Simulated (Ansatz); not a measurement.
Consider Ni.

```
CELL_PARAMETERS angstrom
0.00042 0.00042 2.39955
-3.02414 -3.02414 -0.00153
5.81387 -5.81387 0.00000
ATOMIC_POSITIONS crystal
Ni 0.00000 0.50000 0.00000
Ni 0.50000 0.50000 0.50000
Ni 0.00000 0.00000 0.50000
Ni 0.50000 0.00000 0.00000
Ni 0.25000 0.75000 0.25005
Ni 0.75000 0.75000 0.75005
Ni 0.25000 0.25000 0.75005
Ni 0.75000 0.25000 0.25005
```

Space group Fddd; set up as Ni, beta-Sn type; a generated structure, not necessarily the stable one; changed on purpose from its base cell (volume × 1.04); computed pressure about −9 GPa in this cell; computed without spin polarisation.

The calculation used DFT, LDA (PW92), plane waves (420 eV) with PAW, scalar-relativistic in Ansatz 0.2.0.

Q: Predict the valence pseudo-density and electron localisation function between the atoms.

A: Ni–Ni (2.40 Å): ρ is about 0.36 e/Å³ halfway; the ELF is about 0.25 at the midpoint: no shared electron pair shows on this line.

Q: Does the calculation make it a metal, or give it a gap?

A: It is gapless in this calculation (a metal or semimetal).

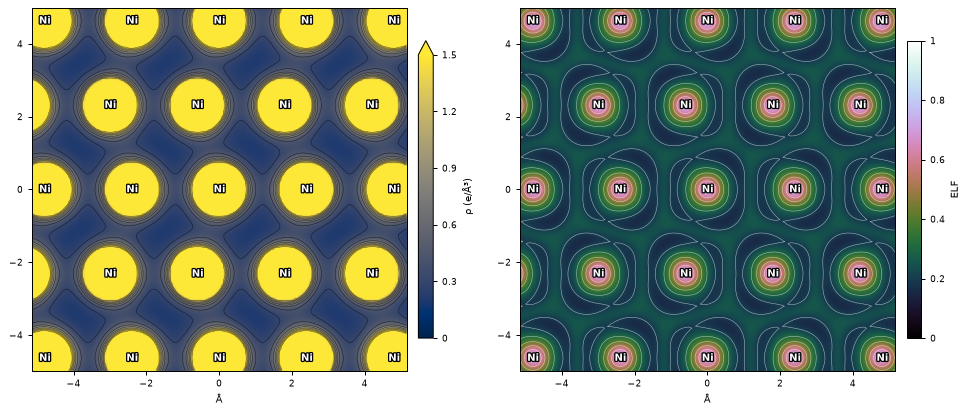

Computed valence pseudo-density and electron localisation function on the (011) plane of the conventional cell, in this order. 

Core electrons are frozen (PAW), and the valence fields are smoothed inside the atomic spheres.
